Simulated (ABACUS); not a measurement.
# Geometry relaxation of Si (part 2 of 2)

Continued. System: Si (Fd-3m, 2 atoms in the cell). Method: Kohn-Sham DFT of a periodic cell, PBEsol, PseudoDojo NC SR 0.4 PBEsol stringent, no spin polarisation (ABACUS 3.10.1); cutoff 1360.57 eV, 7×7×7 k-mesh, fermi-dirac of 0.05 eV. The structure derives from a Materials Project entry.

Geometry of the input (Å; fractional positions):
```
0.0000  2.7219  2.7219
2.7219  0.0000  2.7219
2.7219  2.7219  0.0000
Si 0.0000  0.0000  0.0000
Si 0.2500  0.2500  0.2500
```

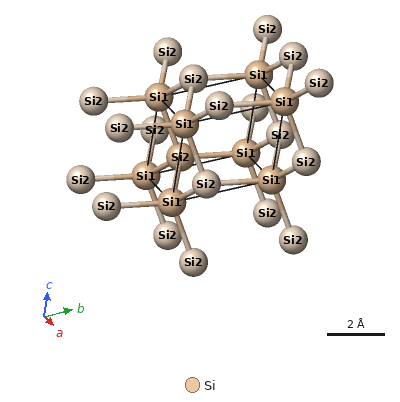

Fig. 1: The geometry at step 1 of the log (ball-and-stick view of the cell of the calculation, seen slightly off an axis; neighbours outside the cell are drawn fainter; atoms are numbered from 1 in the order of the input).

The program's output, continued
```
 SETUP K-POINTS
                                    nspin = 1
                   Input type of k points = Monkhorst-Pack(Gamma)
                                   nkstot = 343
                       right hand lattice = 1
(for reciprocal lattice: )
                             BRAVAIS TYPE = 2
                     BRAVAIS LATTICE NAME = 02. Cubic I (body-centered)
                                    ibrav = 2
                       right hand lattice = 1
(for k-lattice: )
                             BRAVAIS TYPE = 2
                     BRAVAIS LATTICE NAME = 02. Cubic I (body-centered)
                                    ibrav = 2
                       right hand lattice = 1
                        ROTATION MATRICES = 48
                               nkstot_ibz = 20
K-POINTS REDUCTION ACCORDING TO SYMMETRY
     IBZ    DIRECT_X    DIRECT_Y    DIRECT_Z  WEIGHT  ibz2bz
       1  0.00000000  0.00000000  0.00000000  0.0029       0
       2  0.14285714  0.14285714  0.14285714  0.0233       1
       3  0.28571429  0.28571429  0.28571429  0.0233       2
       4  0.42857143  0.42857143  0.42857143  0.0233       3
       5  0.14285714  0.14285714  0.00000000  0.0175       8
       6  0.28571429  0.14285714  0.28571429  0.0700       9
       7  0.42857143  0.28571429  0.42857143  0.0700      10
       8 -0.42857143  0.42857143  0.42857143  0.0700      11
       9  0.42857143  0.28571429  0.28571429  0.0700      12
      10  0.28571429  0.14285714  0.14285714  0.0350      13
      11  0.28571429  0.28571429  0.00000000  0.0175      16
      12  0.42857143  0.42857143  0.14285714  0.0700      17
      13 -0.28571429  0.42857143  0.42857143  0.0700      18
      14 -0.42857143  0.28571429  0.28571429  0.0350      19
      15  0.42857143  0.42857143  0.00000000  0.0175      24
      16 -0.14285714  0.42857143  0.42857143  0.0350      25
      17  0.42857143  0.28571429  0.14285714  0.0700      66
      18 -0.42857143  0.42857143  0.28571429  0.1399      67
      19 -0.42857143  0.42857143  0.14285714  0.0700      74
      20 -0.28571429  0.42857143  0.28571429  0.0700      75

                               nkstot now = 20
[... K-POINTS DIRECT COORDINATES: 20 rows ...]

           k-point number in this process = 20
       minimum distributed K point number = 20
[... stars of the k points ...]

[... K-POINTS CARTESIAN COORDINATES: 20 rows ...]

[... K-POINTS DIRECT COORDINATES: 20 rows ...]

 SETUP PLANE WAVES FOR WAVE FUNCTIONS
     energy cutoff for wavefunc (unit:Ry) = 100
              fft grid for wave functions = [ 48, 48, 48 ]
                    number of plane waves = 5961
                         number of sticks = 433

 PARALLEL PW FOR WAVE FUNCTIONS
     PROC   COLUMNS(POT)             PW
        1            109           1492
        2            108           1489
        3            108           1489
        4            108           1491
 --------------- sum -------------------
        4            433           5961

 SET NONLOCAL PSEUDOPOTENTIAL PROJECTORS
 max number of nonlocal projetors among all species is 6

 -------------------------------------------
 SELF-CONSISTENT
 -------------------------------------------

 SETUP SEARCHING RADIUS FOR PROGRAM TO SEARCH ADJACENT ATOMS
                  longest orb rcut (Bohr) = 7
   longest nonlocal projector rcut (Bohr) = 1.94
                     search radius (Bohr) = 17.9
              searching radius is (Bohr)) = 17.9
         searching radius unit is (Bohr)) = 1.89
                         PeriodicBoundary = 1
                        Radius(unit:lat0) = 9.46
                                   glayer = [ 5, 5, 5 ]
                             glayer_minus = [ 4, 4, 4 ]

Find the coordinate range of the input atom(unit:lat0).
                                  min_tau = [ -21.8, -21.8, -21.8 ]
                                  max_tau = [ 23.1, 23.1, 23.1 ]
                                BoxNumber = [ 9, 9, 9 ]

 SETUP EXTENDED REAL SPACE GRID FOR GRID INTEGRATION
                          real space grid = [ 48, 48, 48 ]
                 big cell numbers in grid = [ 12, 12, 12 ]
             meshcell numbers in big cell = [ 4, 4, 4 ]
                        extended fft grid = [ 15, 15, 15 ]
                dimension of extened grid = [ 43, 43, 43 ]
                            UnitCellTotal = 125
              Atom number in sub-FFT-grid = 2
    Local orbitals number in sub-FFT-grid = 26
                                ParaV.nnr = 12427
                                 init_chg = atomic

 LCAO ALGORITHM --------------- ION=   1  ELEC=   1--------------------------------

 Density error is 0.146330862462
----------------------------------------------------------
     Energy           Rydberg                 eV
----------------------------------------------------------
 E_KohnSham     -16.9116845796       -230.0952730606
 E_Harris       -16.7153069171       -227.4234178916
 E_Fermi        0.4422172514         6.0166743735
----------------------------------------------------------

 LCAO ALGORITHM --------------- ION=   1  ELEC=   2--------------------------------

 Density error is 0.04476960087
----------------------------------------------------------
     Energy           Rydberg                 eV
----------------------------------------------------------
 E_KohnSham     -16.9120347565       -230.1000374628
 E_Harris       -16.8508255538       -229.2672435358
 E_Fermi        0.4593933308         6.2503669216
----------------------------------------------------------

 LCAO ALGORITHM --------------- ION=   1  ELEC=   3--------------------------------

 Density error is 0.00322282484775
----------------------------------------------------------
     Energy           Rydberg                 eV
----------------------------------------------------------
 E_KohnSham     -16.9121942325       -230.1022072454
 E_Harris       -16.9110050759       -230.0860279386
 E_Fermi        0.4671351431         6.3556996828
----------------------------------------------------------

 LCAO ALGORITHM --------------- ION=   1  ELEC=   4--------------------------------

 Density error is 0.000342851280687
----------------------------------------------------------
     Energy           Rydberg                 eV
----------------------------------------------------------
 E_KohnSham     -16.9121952536       -230.1022211380
 E_Harris       -16.9117061305       -230.0955662769
 E_Fermi        0.4674237364         6.3596261956
----------------------------------------------------------

 LCAO ALGORITHM --------------- ION=   1  ELEC=   5--------------------------------

 Density error is 3.75053664842e-05
----------------------------------------------------------
     Energy           Rydberg                 eV
----------------------------------------------------------
 E_KohnSham     -16.9121952625       -230.1022212590
 E_Harris       -16.9121230114       -230.1012382317
 E_Fermi        0.4675143220         6.3608586754
----------------------------------------------------------

 LCAO ALGORITHM --------------- ION=   1  ELEC=   6--------------------------------

 Density error is 3.89076469961e-06
----------------------------------------------------------
     Energy           Rydberg                 eV
----------------------------------------------------------
 E_KohnSham     -16.9121952630       -230.1022212659
 E_Harris       -16.9122021627       -230.1023151409
 E_Fermi        0.4675268926         6.3610297071
----------------------------------------------------------

 LCAO ALGORITHM --------------- ION=   1  ELEC=   7--------------------------------

 Density error is 6.48276411611e-08
----------------------------------------------------------
     Energy           Rydberg                 eV
----------------------------------------------------------
 E_KohnSham     -16.9121952630       -230.1022212656
 E_KS(sigma->0) -16.9121926576       -230.1021858166
 E_Harris       -16.9121953780       -230.1022228298
 E_band         0.6136069355         8.3485506550
 E_one_elec     4.9071305852         66.7649367881
 E_Hartree      1.0720957401         14.5866108662
 E_xc           -6.1374986211        -83.5049527143
 E_Ewald        -16.7539177562       -227.9487453078
 E_entropy(-TS) -0.0000052109        -0.0000708979
 E_descf        0.0000000000         0.0000000000
 E_exx          0.0000000000         0.0000000000
 E_Fermi        0.4675260214         6.3610178548
----------------------------------------------------------

 charge density convergence is achieved
 final etot is -230.10222127 eV
 EFERMI = 6.3610178548 eV

 STATE ENERGY(eV) AND OCCUPATIONS    NSPIN == 1
 1/20 kpoint (Cartesian) = 0.0000 0.0000 0.0000 (1158 pws)
       1       -5.77107     0.00583090
       2        6.10745     0.00579455
       3        6.10745     0.00579455
       4        6.10745     0.00579455
       5        8.64047    9.26155e-23
       6        8.64047    9.26155e-23
       7        8.64047    9.26155e-23
       8        9.52893    1.77660e-30

 2/20 kpoint (Cartesian) = 0.026238 0.026238 0.026238 (1154 pws)
       1       -5.51652      0.0466472
       2        4.16146      0.0466472
       3        5.75111      0.0466470
       4        5.75111      0.0466470
       5        8.52201    7.91917e-21
       6        9.16684    1.98519e-26
       7        9.16684    1.98519e-26
       8        11.2306    2.35686e-44

 3/20 kpoint (Cartesian) = 0.052477 0.052477 0.052477 (1157 pws)
       1       -4.79141      0.0466472
       2        1.53539      0.0466472
       3        5.23725      0.0466472
       4        5.23725      0.0466472
       5        7.95173    7.11303e-16
       6        9.61602    2.49030e-30
       7        9.61602    2.49030e-30
       8        13.7573    2.66475e-66

 4/20 kpoint (Cartesian) = 0.078715 0.078715 0.078715 (1163 pws)
       1       -3.75850      0.0466472
       2      -0.497604      0.0466472
       3        4.94826      0.0466472
       4        4.94826      0.0466472
       5        7.61016    6.59051e-13
       6        9.45787    5.88680e-29
       7        9.45787    5.88680e-29
       8        14.9026    3.00034e-76

 5/20 kpoint (Cartesian) = 0.0000 0.0000 0.052477 (1153 pws)
       1       -5.42133      0.0349854
       2        4.45878      0.0349854
       3        5.13209      0.0349854
       4        5.13209      0.0349854
       5        7.95902    4.61084e-16
       6        10.0670    2.26197e-34
       7        10.0670    2.26197e-34
       8        10.6982    7.43433e-40

 6/20 kpoint (Cartesian) = 0.026238 0.078715 0.026238 (1155 pws)
       1       -4.84704       0.139942
       2        2.33160       0.139942
       3        4.54358       0.139942
       4        4.59022       0.139942
       5        8.16239    3.15811e-17
       6        10.0190    2.35988e-33
       7        10.8510    1.40220e-40
       8        10.9320    2.77003e-41

[... levels at 14 further k points ...]

 correction force for each atom along direction 1 is 1.18655e-15
 correction force for each atom along direction 2 is 1.04083e-16
 correction force for each atom along direction 3 is -1.45717e-16
------------------------------------------------------------------------------------------
 TOTAL-FORCE (eV/Angstrom)
------------------------------------------------------------------------------------------
                       Si1         0.0000000000         0.0000000000         0.0000000000
                       Si2         0.0000000000         0.0000000000         0.0000000000
------------------------------------------------------------------------------------------

----------------------------------------------------------------
 TOTAL-STRESS (KBAR)
----------------------------------------------------------------
         2.1314669665        -0.0000000000         0.0000000000
         0.0000000000         2.1314669665         0.0000000000
        -0.0000000000         0.0000000000         2.1314669665
----------------------------------------------------------------
 TOTAL-PRESSURE: 2.131467 KBAR

 --------------------------------------------
 !FINAL_ETOT_IS -230.1022212655699377 eV
 --------------------------------------------
```

Standard output
```
ABACUS v3.10.1

               Atomic-orbital Based Ab-initio Computation at UStc

 UNIFORM GRID DIM        : 48 * 48 * 48
 UNIFORM GRID DIM(BIG)   : 12 * 12 * 12
 ---------------------------------------------------------
 Self-consistent calculations for electrons
 ---------------------------------------------------------
 SPIN    KPOINTS         PROCESSORS  THREADS     NBASE
 1       20              4           4           26
 ---------------------------------------------------------
 Use Systematically Improvable Atomic bases
 ---------------------------------------------------------
 ELEMENT ORBITALS        NBASE       NATOM       XC
 Si      2s2p1d-7au      13          2
 ---------------------------------------------------------
 Initial plane wave basis and FFT box
 ---------------------------------------------------------
 -------------------------------------------
 SELF-CONSISTENT :
 -------------------------------------------
 START CHARGE      : atomic
 ITER       ETOT/eV          EDIFF/eV         DRHO     TIME/s
 GE1     -2.30095273e+02   0.00000000e+00   1.4633e-01   0.25
 GE2     -2.30100037e+02  -4.76440219e-03   4.4770e-02   0.25
 GE3     -2.30102207e+02  -2.16978259e-03   3.2228e-03   0.26
 GE4     -2.30102221e+02  -1.38925597e-05   3.4285e-04   0.25
 GE5     -2.30102221e+02  -1.21061454e-07   3.7505e-05   0.22
 GE6     -2.30102221e+02  -6.85493284e-09   3.8908e-06   0.24
 GE7     -2.30102221e+02   3.23037169e-10   6.4828e-08   0.22
----------------------------------------------------------------
 TOTAL-STRESS (KBAR)
----------------------------------------------------------------
         2.1314669665        -0.0000000000         0.0000000000
         0.0000000000         2.1314669665         0.0000000000
        -0.0000000000         0.0000000000         2.1314669665
----------------------------------------------------------------
 TOTAL-PRESSURE: 2.131467 KBAR
```

File mulliken.txt
```
 0
CALCULATE THE MULLIkEN ANALYSIS FOR EACH ATOM
 Total charge:	8
Decomposed Mulliken populations
0                             Zeta of Si              Spin 1
s                                      0              1.5094
s                                      1              0.0218
SUM OVER M+Zeta                                       1.5311

pz                                     0              0.7578
px                                     0              0.7641
py                                     0              0.7381
SUM OVER M                                            2.2600
pz                                     1             -0.0270
px                                     1             -0.0271
py                                     1             -0.0130
SUM OVER M                                           -0.0671
SUM OVER M+Zeta                                       2.1929

dz^2                                   0              0.0462
dxz                                    0              0.0645
dyz                                    0              0.0607
dx^2-y^2                               0              0.0266
dxy                                    0              0.0780
SUM OVER M                                            0.2760
SUM OVER M+Zeta                                       0.2760

SUM OVER M+Zeta+L                                     4.0000

Total Charge on atom:                 Si              4.0000


1                             Zeta of Si              Spin 1
s                                      0              1.5094
s                                      1              0.0218
SUM OVER M+Zeta                                       1.5311

pz                                     0              0.7578
px                                     0              0.7641
py                                     0              0.7381
SUM OVER M                                            2.2600
pz                                     1             -0.0270
px                                     1             -0.0271
py                                     1             -0.0130
SUM OVER M                                           -0.0671
SUM OVER M+Zeta                                       2.1929

dz^2                                   0              0.0462
dxz                                    0              0.0645
dyz                                    0              0.0607
dx^2-y^2                               0              0.0266
dxy                                    0              0.0780
SUM OVER M                                            0.2760
SUM OVER M+Zeta                                       0.2760

SUM OVER M+Zeta+L                                     4.0000

Total Charge on atom:                 Si              4.0000
```

Trajectory as extended XYZ (Å, eV, eV/Å), 2 frames, from step=0 to step=1
```
2
Lattice="0.0000 2.7219 2.7219 2.7219 0.0000 2.7219 2.7219 2.7219 0.0000" Properties=species:S:1:pos:R:3:forces:R:3 step=0 energy=-230.10219 pressure_GPa=0.26
Si    0.0000    0.0000    0.0000    0.0000   0.0000   0.0000
Si    1.3609    1.3609    1.3609    0.0000   0.0000   0.0000
2
Lattice="0.0000 2.7223 2.7223 2.7223 0.0000 2.7223 2.7223 2.7223 0.0000" Properties=species:S:1:pos:R:3:forces:R:3 step=1 energy=-230.10222 pressure_GPa=0.21
Si    0.0000    0.0000    0.0000    0.0000   0.0000   0.0000
Si    1.3611    1.3611    1.3611    0.0000   0.0000   0.0000
```

Summary

```tsv
quantity	value
outcome	converged
space group (tolerance 0.01 Å)	Fd-3m (227)
electrons treated	8
free energy	−230.1022 eV
Fermi energy	6.361 eV
gap on the k-point mesh	0.54 eV
pressure	0.21 GPa
final volume	40.35 Å³
largest force (length of the vector) at the end	under 0.001 eV/Å
final cell	a = 3.850 Å, b = 3.850 Å, c = 3.850 Å, α = 60.00°, β = 60.00°, γ = 60.00°
hardware	4 threads of Intel Xeon (Sapphire Rapids), 16 GiB of memory available, shared host
wall time	7.5 s (CPU time 26 s)
peak memory	0.4 GiB
```

Notes

Points of doubt noted for this run: home made orbitals.
